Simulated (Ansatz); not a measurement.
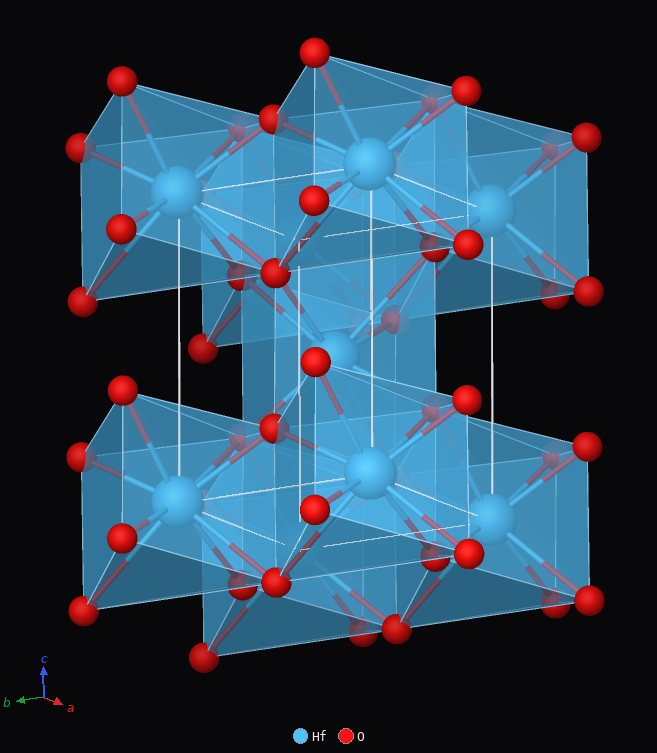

A polyhedral rendering, viewed from a general direction. The box is the simulation cell; atoms on or close to its faces, edges and corners are drawn wherever they repeat. A few atoms beyond the faces are included.

Input deck:
```yaml
crystal:
  lattice:
    - [3.7991186363, -0.0779656002, -0.0098836521]
    - [-0.0779656002, 3.6509667503, -0.0238277322]
    - [-0.0144347452, -0.0347996104, 5.2628076266]
  atoms:
    - { symbol: Hf, position: [0.4914190968, 0.5046184767, 0.5010799005] }
    - { symbol: Hf, position: [-0.019355404, -0.001414625, 0.0020299548] }
    - { symbol: O, position: [-0.0007590091, 0.499825293, 0.6978716371] }
    - { symbol: O, position: [0.5297696589, 0.0062725484, 0.8161007837] }
    - { symbol: O, position: [0.5067083904, -0.0139336438, 0.2887015461] }
    - { symbol: O, position: [-0.0077827329, 0.5046319506, 0.1942161777] }
basis:
  ecutwfc: 420
kpoints:
  mp_grid: { grid: [6, 6, 4] }
hamiltonian:
  xc: pbe
scf:
  occupations: { method: gaussian, width: 0.05 }
output:
  forces: true
  stress: true
  eigenvalues: true
```
Run as:
```sh
ansatz run input.yaml --threads 1 --pin off --max-ram 2560MiB --backend cpu --events-out ev --progress --plain --runs-dir out
```

Method used: DFT PBE, scalar-relativistic, plane waves, PAW (Ansatz). It ran with an energy cutoff of 420 eV, a 6×6×4 mesh of k-points, Gaussian smearing of 0.05 eV, no spin polarisation.

Predict the gap.

An insulator at this level, with a gap of 4.13 eV on the k-mesh (the true edges may lie between mesh points, so the gap can be somewhat smaller).

What pressure does the calculation give for this cell?

The computed pressure is -12.3 GPa (stretched: it would shrink). The stress isn't hydrostatic: its largest component is 16.6 GPa.

It goes back to a structure listed in the Materials Project. The cell was then strained or its atoms displaced on purpose. It was the input of a calculation with Ansatz.

At this level of theory the cell isn't at rest (stretched, at -12 GPa and forces up to 2.0 eV/Å), so its distances can differ from those at equilibrium, the more so the softer the solid.
